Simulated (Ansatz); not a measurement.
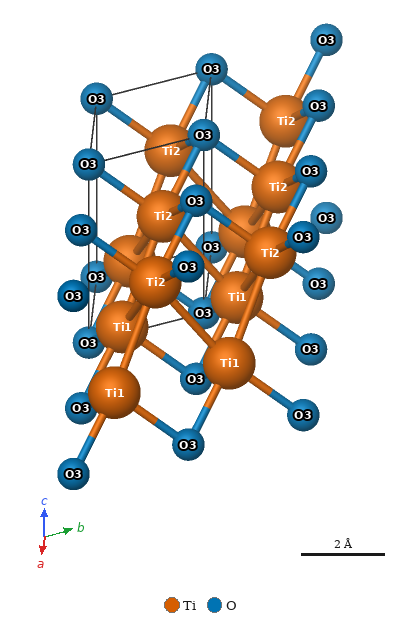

The structure as given in the input (ball-and-stick view of the cell of the calculation, repeated 3 × 2 × 1, seen at an oblique angle; atoms are numbered from 1 in the order of the input). An atom can appear more than once, as a periodic image.

**What a change does: single-point calculation on Ti₂O**

System: Ti₂O (P-3m1, 3 atoms in the cell).
Method of run 1: DFT r2SCAN, scalar-relativistic, plane waves, PAW, no spin polarisation (Ansatz 0.2.0).

The structure derives from an entry of the Crystallography Open Database. Text and figures count atoms from 1; the logs count them from 0 in places.

## Input, run 1
```yaml
crystal:
  lattice:
    - [3.1023233269, 0.0, 0.0]
    - [-1.5511616634, 2.6866908118, 0.0]
    - [0.0, 0.0, 5.0083098366]
  atoms:
    - { symbol: Ti, position: [0.6666666667, 0.3333333333, 0.27874] }
    - { symbol: Ti, position: [0.3333333333, 0.6666666667, 0.72126] }
    - { symbol: O, position: [0.0, 0.0, 0.0] }
basis:
  ecutwfc: 500
kpoints:
  mp_grid: { grid: [18, 18, 10] }
hamiltonian:
  xc: r2scan
scf:
  occupations: { method: gaussian, width: 0.1 }
  lower_state_search: "off"
output:
  forces: true
  stress: true
  eigenvalues: true
```

Launched with:
```bash
ansatz run input.yaml --threads 1 --pin off --max-ram 2560MiB --backend cpu --events-out ev --progress --plain --runs-dir out
```

Hardware: 1 thread of Intel Xeon @ 2.50GHz (Skylake/Cascade Lake), 189 GiB of memory available, shared host.

## Output, shortened to warnings, some set-up lines, iterations and results (run 1)
```
Basis set: ecut = 500 eV, 1087 PW (Γ), exchange–correlation on 96×96×160 points (64 copies of the dense FFT grid, shifted against one another)
Symmetry: 12 space group operations
k-points: 330 of 3240
Initial density: superposition of atomic densities (neutral atoms: chi_scale 0, normalization atom), corrected by the library's trained network
[...]
SCF iter   1: F=-5580.147195 eV  HF=-5580.188622 eV  |F-HF|=4.14e-2  |Δ(HF+E_count)|=         —  Δρ=1.98e-2  dr2=1.73e-1  dr2_τ=7.56e-2  ethr=1.77e-3  ⟨swp⟩=4.1  Hψ=24122  …
SCF iter   2: F=-5580.243092 eV  HF=-5580.248719 eV  |F-HF|=5.63e-3  |Δ(HF+E_count)|=   6.01e-2  Δρ=6.88e-3  dr2=2.02e-2  dr2_τ=3.25e-3  ethr=5.78e-4  ⟨swp⟩=2.4  Hψ=14497  …
SCF iter   3: F=-5580.247406 eV  HF=-5580.249343 eV  |F-HF|=1.94e-3  |Δ(HF+E_count)|=   6.25e-4  Δρ=3.58e-3  dr2=7.07e-3  dr2_τ=2.79e-4  ethr=6.73e-5  ⟨swp⟩=2.0  Hψ=8469  …
SCF iter   4: F=-5580.249220 eV  HF=-5580.249743 eV  |F-HF|=5.22e-4  |Δ(HF+E_count)|=   3.99e-4  Δρ=7.46e-4  dr2=9.12e-4  dr2_τ=1.77e-5  ethr=2.36e-5  ⟨swp⟩=2.1  Hψ=8833  …
SCF iter   5: F=-5580.249605 eV  HF=-5580.249640 eV  |F-HF|=3.44e-5  |Δ(HF+E_count)|=   1.03e-4  Δρ=4.03e-4  dr2=8.50e-5  dr2_τ=8.44e-6  ethr=3.04e-6  ⟨swp⟩=2.0  Hψ=9354  …
SCF iter   6: F=-5580.249633 eV  HF=-5580.249636 eV  |F-HF|=2.68e-6  |Δ(HF+E_count)|=   3.89e-6  Δρ=1.18e-4  dr2=7.07e-6  dr2_τ=3.14e-7  ethr=2.83e-7  ⟨swp⟩=2.0  Hψ=8616  …
SCF iter   7: F=-5580.249636 eV  HF=-5580.249637 eV  |F-HF|=2.73e-7  |Δ(HF+E_count)|=   1.09e-6  Δρ=4.25e-5  dr2=5.91e-7  dr2_τ=5.80e-8  ethr=2.36e-8  ⟨swp⟩=2.0  Hψ=8577  …
SCF iter   8: F=-5580.249637 eV  HF=-5580.249637 eV  |F-HF|=1.11e-8  |Δ(HF+E_count)|=   8.03e-9  Δρ=8.56e-6  dr2=2.87e-8  dr2_τ=2.22e-9  ethr=3.33e-10  ⟨swp⟩=5.1  Hψ=25835  …
SCF 1 converged in 8 iterations: F = -5580.249637 eV  dr2 = 2.87e-8
SCF converged after 8 iterations
Free energy (F): -5580.249637 eV
Harris-Foulkes:  -5580.249637 eV  (|F-HF|=1.11e-8)
Internal energy: -5580.244758 eV  (E = F + TS)
E sigma→0 (E₀):  -5580.247197 eV
Entropy (-TS):   -0.004879 eV (-1.626 meV/atom)
Fermi energy:    13.195512 eV
--- Per-component energies (eV) ---
  E_band       = -356.356686
  E_kinetic    = 714.521046
  E_local      = -1896.859598  (includes V_loc(G=0)·N_el)
  E_nonlocal   = 60.979327
  E_hartree    = 752.147459
  E_xc         = -258.331713
  E_vxc        = -369.664375  (∫ρ·V_xc dr)
  E_paw        = -2271.757494  (= ΣΔE_a)
  E_vpaw       = -394.461507  (= ΣTr[D̂ρ^β])
  E_aug_tail   = 0.001201  (compensation charges beyond the density's cutoff)
  E_vtau       = 24.834107  (kinetic-family band-sum trace: ∫τ·v_τ [+ j·A + Jᵃ·Aᵃ] dr)
  E_ewald      = -2680.406131
  E_core_change = -0.538855  (= ΣΔE_core)
  E_smearing   = -0.004879  (= −TS)
  E_closure    = -0.000000  (closes the sum)
  Σ components = -5580.249637   (vs F -5580.249637, Δ=0.00e0)
--- Forces (eV/Å), atoms counted from 1 ---
  atom   1  Ti     0.00000000    -0.00000000    -0.85880375
  atom   2  Ti    -0.00000000     0.00000000     0.85880375
  atom   3  O      0.00000000     0.00000000     0.00000000
  max |Σ_I F_I| component: 1.85e-17 eV/Å
--- Stress (GPa, compression-positive) ---
      -21.909524       0.000000      -0.000000
        0.000000     -21.909524      -0.000000
       -0.000000      -0.000000     -17.977957
  P = ⅓ Tr σ = -20.5990 GPa (-205.990 kbar)
```

The input of run 2 differs as follows (lines with − go, lines with + come):
```diff
-    - [3.1023233269, 0.0, 0.0]
-    - [-1.5511616634, 2.6866908118, 0.0]
-    - [0.0, 0.0, 5.0083098366]
+    - [2.9766556588, 0.0, 0.0]
+    - [-1.4883278294, 2.5778594189, 0.0]
+    - [0.0, 0.0, 4.8054352321]
```

What does this change do to the results?

With the same functional and potentials, run 2 lies 130.4 meV per atom lower. The pressure goes from −20.60 to −3.12 GPa. The largest force goes from 0.859 to 1.003 eV/Å. The volume per atom goes from 13.91 to 12.29 Å³. The number of SCF iterations is the same. The plane waves at Γ go from 1087 to 941.

## Output, shortened to warnings, some set-up lines, iterations and results (run 2)
```
Basis set: ecut = 500 eV, 941 PW (Γ), exchange–correlation on 96×96×144 points (64 copies of the dense FFT grid, shifted against one another)
Symmetry: 12 space group operations
k-points: 330 of 3240
Initial density: superposition of atomic densities (neutral atoms: chi_scale 0, normalization atom), corrected by the library's trained network
[...]
SCF iter   1: F=-5580.558145 eV  HF=-5580.538039 eV  |F-HF|=2.01e-2  |Δ(HF+E_count)|=         —  Δρ=2.01e-2  dr2=1.47e-1  dr2_τ=9.55e-2  ethr=1.77e-3  ⟨swp⟩=4.2  Hψ=24785  …
SCF iter   2: F=-5580.633845 eV  HF=-5580.640451 eV  |F-HF|=6.61e-3  |Δ(HF+E_count)|=   1.02e-1  Δρ=7.89e-3  dr2=2.31e-2  dr2_τ=2.40e-3  ethr=4.90e-4  ⟨swp⟩=2.0  Hψ=13860  …
SCF iter   3: F=-5580.638605 eV  HF=-5580.640805 eV  |F-HF|=2.20e-3  |Δ(HF+E_count)|=   3.54e-4  Δρ=3.85e-3  dr2=7.04e-3  dr2_τ=2.97e-4  ethr=7.71e-5  ⟨swp⟩=2.0  Hψ=8751  …
SCF iter   4: F=-5580.640660 eV  HF=-5580.641124 eV  |F-HF|=4.64e-4  |Δ(HF+E_count)|=   3.19e-4  Δρ=1.36e-3  dr2=9.03e-4  dr2_τ=4.94e-5  ethr=2.35e-5  ⟨swp⟩=2.0  Hψ=9342  …
SCF iter   5: F=-5580.640710 eV  HF=-5580.641060 eV  |F-HF|=3.49e-4  |Δ(HF+E_count)|=   6.45e-5  Δρ=9.79e-4  dr2=4.07e-4  dr2_τ=4.18e-5  ethr=3.01e-6  ⟨swp⟩=2.0  Hψ=9899  …
SCF iter   6: F=-5580.640958 eV  HF=-5580.640984 eV  |F-HF|=2.57e-5  |Δ(HF+E_count)|=   7.56e-5  Δρ=3.04e-4  dr2=4.34e-5  dr2_τ=1.40e-6  ethr=1.36e-6  ⟨swp⟩=2.0  Hψ=9056  …
SCF iter   7: F=-5580.640981 eV  HF=-5580.640982 eV  |F-HF|=1.20e-6  |Δ(HF+E_count)|=   1.95e-6  Δρ=8.06e-5  dr2=2.09e-6  dr2_τ=1.53e-7  ethr=1.45e-7  ⟨swp⟩=2.0  Hψ=8540  …
SCF iter   8: F=-5580.640982 eV  HF=-5580.640982 eV  |F-HF|=8.04e-9  |Δ(HF+E_count)|=   1.03e-7  Δρ=1.18e-5  dr2=4.80e-8  dr2_τ=1.79e-9  ethr=3.33e-10  ⟨swp⟩=3.2  Hψ=23197  …
SCF 1 converged in 8 iterations: F = -5580.640982 eV  dr2 = 4.80e-8
SCF converged after 8 iterations
Free energy (F): -5580.640982 eV
Harris-Foulkes:  -5580.640982 eV  (|F-HF|=8.04e-9)
Internal energy: -5580.636785 eV  (E = F + TS)
E sigma→0 (E₀):  -5580.638883 eV
Entropy (-TS):   -0.004197 eV (-1.399 meV/atom)
Fermi energy:    15.248516 eV
--- Per-component energies (eV) ---
  E_band       = -296.468788
  E_kinetic    = 723.619787
  E_local      = -1738.040720  (includes V_loc(G=0)·N_el)
  E_nonlocal   = 61.075414
  E_hartree    = 700.962187
  E_xc         = -261.111116
  E_vxc        = -373.539576  (∫ρ·V_xc dr)
  E_paw        = -2273.037941  (= ΣΔE_a)
  E_vpaw       = -396.364540  (= ΣTr[D̂ρ^β])
  E_aug_tail   = 0.001273  (compensation charges beyond the density's cutoff)
  E_vtau       = 24.857624  (kinetic-family band-sum trace: ∫τ·v_τ [+ j·A + Jᵃ·Aᵃ] dr)
  E_ewald      = -2793.566814
  E_core_change = -0.538855  (= ΣΔE_core)
  E_smearing   = -0.004197  (= −TS)
  E_closure    = -0.000000  (closes the sum)
  Σ components = -5580.640982   (vs F -5580.640982, Δ=0.00e0)
--- Forces (eV/Å), atoms counted from 1 ---
  atom   1  Ti    -0.00000000     0.00000000    -1.00255514
  atom   2  Ti     0.00000000    -0.00000000     1.00255514
  atom   3  O      0.00000000     0.00000000     0.00000000
  max |Σ_I F_I| component: 6.57e-32 eV/Å
--- Stress (GPa, compression-positive) ---
       -5.252830      -0.000000      -0.000000
        0.000000      -5.252830       0.000000
       -0.000000       0.000000       1.146386
  P = ⅓ Tr σ = -3.1198 GPa (-31.198 kbar)
```

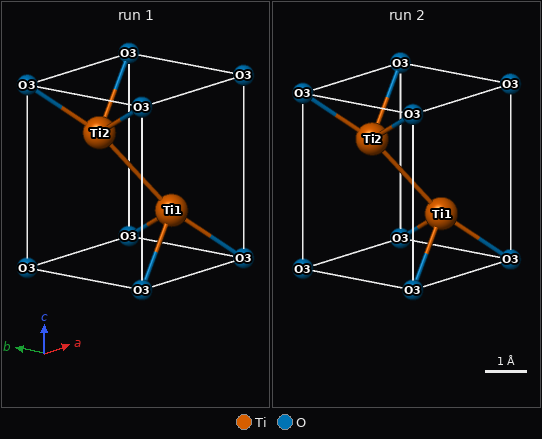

The two input geometries at one scale (ball-and-stick view of the cell of the calculation, seen at an oblique angle). The atoms keep their places relative to the cell (all moves are under 0.005 Å). Cell: a = b 3.102 → 2.977 Å (−4.1 %), c 5.008 → 4.805 Å (−4.1 %). Volume −11.7 %. Among the contacts that change: Ti1–Ti2 2.850 → 2.734 Å, Ti1–O3 2.271 → 2.179 Å.

## The two runs side by side

| quantity | run 1 | run 2 |
| --- | --- | --- |
| outcome | converged | converged |
| free energy per atom (eV) | −1860.0832 | −1860.2137 |
| energy per atom, smearing taken to zero (eV) | −1860.0824 | −1860.2130 |
| gap on the mesh (eV) | 0.00 | 0.00 |
| pressure (GPa) | −20.60 | −3.12 |
| volume per atom (Å³) | 13.91 | 12.29 |
| largest force (eV/Å) | 0.859 | 1.003 |
| SCF iterations | 8 | 8 |
| irreducible k-points | 330 | 330 |
| plane waves at Γ | 1087 | 941 |
| wall time (shared host) | 63 s | 66 s |

For run 1: The cell is under a tension of 21 GPa at this level, so it is not at its equilibrium volume.
